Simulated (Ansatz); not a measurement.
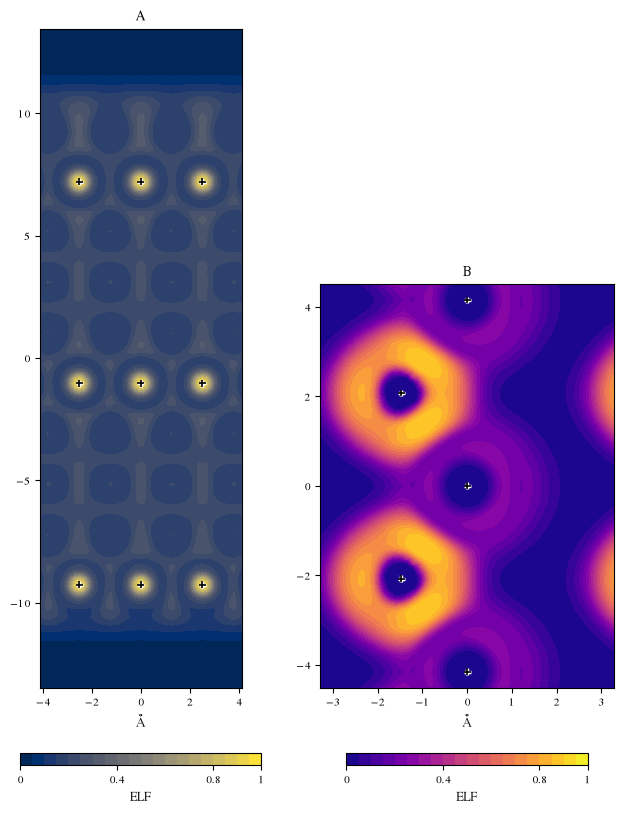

The ELF of 2 systems, each on a plane through atoms (crosses mark nuclei in the plane).

Theory: DFT PBEsol, scalar-relativistic, plane waves, PAW (Ansatz).

System 1: InP, the (110) plane of the conventional cell. Space group F-43m.

```yaml
crystal:
  lattice:
    - [5.87818, 0.00000, 0.00000]
    - [0.00000, 0.00000, -5.87818]
    - [0.00000, 5.87818, 0.00000]
  atoms:
    - { symbol: In, position: [0.50000, 0.50000, 0.00000] }
    - { symbol: In, position: [0.00000, 0.50000, 0.50000] }
    - { symbol: In, position: [0.00000, 0.00000, 0.00000] }
    - { symbol: In, position: [0.50000, 0.00000, 0.50000] }
    - { symbol: P, position: [0.75000, 0.75000, 0.25000] }
    - { symbol: P, position: [0.25000, 0.75000, 0.75000] }
    - { symbol: P, position: [0.25000, 0.25000, 0.25000] }
    - { symbol: P, position: [0.75000, 0.25000, 0.75000] }
```

System 2: Cu (slab), the (100) plane of the calculation cell, a cut from vacuum to vacuum. Computed without spin polarisation.

```
Cu
1.0
     2.51980    0.00000    0.00000
    -1.25990    2.18221    0.00000
     0.00000    0.00000   35.52932
Cu
10
Direct
  0.33333 0.66667 0.23924
  0.00000 0.00000 0.29719
  0.66667 0.33333 0.35513
  0.00000 0.00000 0.41308
  0.33333 0.66667 0.47103
  0.00000 0.00000 0.52897
  0.66667 0.33333 0.58691
  0.00000 0.00000 0.64482
  0.33333 0.66667 0.70266
  0.00000 0.00000 0.76053
```

**Which map belongs to which system?**

Panel A is system 2, Cu: the plane holds Cu. Cu–Cu (2.52 Å): the ELF is about 0.25 at the midpoint: no localised pair shows between them. Panel B is system 1, InP: the plane holds In and P. In–P (2.55 Å): the ELF peaks at about 0.90 in the valence shell of P, 0.8 Å from its nucleus, and is about 0.55 at the midpoint.
